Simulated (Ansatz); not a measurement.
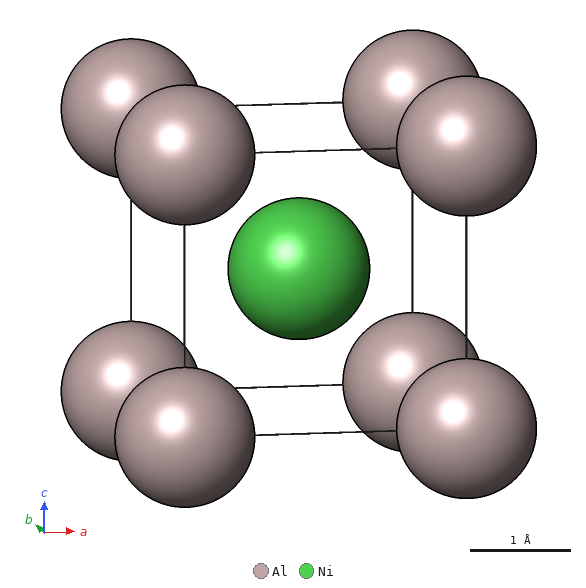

View slightly off an axis, drawn as a spheres-only model. The wireframe shows the unit cell. Cell: a = 2.89 Å, b = 2.89 Å, c = 2.89 Å, α = 90.00°, β = 90.00°, γ = 90.00°.

Its origin is a structure listed in the Materials Project. Earlier steps of the study may have refined or changed the cell and positions. It was run through Ansatz as a DFT input.

Caption:

Answer. Its composition is AlNi. Within 0.01 Å the space group is Pm-3m (No. 221), primitive cubic: caesium chloride (CsCl, B2) type. One cell contains 1 Al, 1 Ni, 2 atoms in all. Al bonds to eight Ni in a cubic arrangement at about 2.5 Å. Ni is linked to eight Al in a cubic arrangement at about 2.5 Å.

Method used: DFT PBE, scalar-relativistic, plane waves, PAW in Ansatz 0.2.0. It ran with wavefunction cutoff 420 eV, a 20×20×18 k-point mesh, Gaussian smearing of 0.1 eV, no spin polarisation (a spin-restricted run, not always the ground state).

Metal or not?

Answer. A metal: bands cross the Fermi level.

How are the electrons shared out in a Bader analysis?

Answer. Al +1.67 e; Ni -1.67 e.

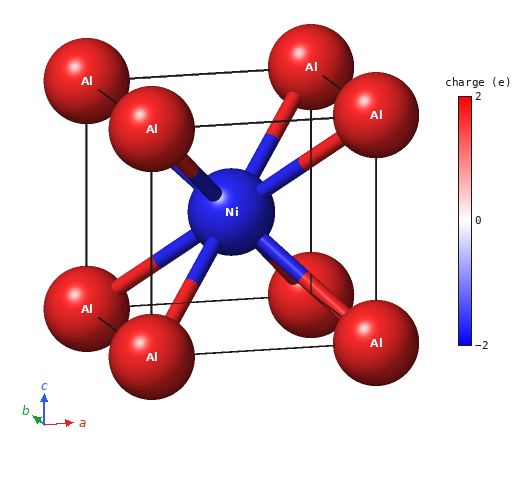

The atoms coloured by those charges. The run's cell of 2 atoms is drawn.

Does this geometry sit at a stationary point of the energy?

Answer. Yes. All forces vanish to within 0.01 eV/Å. The pressure is 0.0 GPa, close to zero.
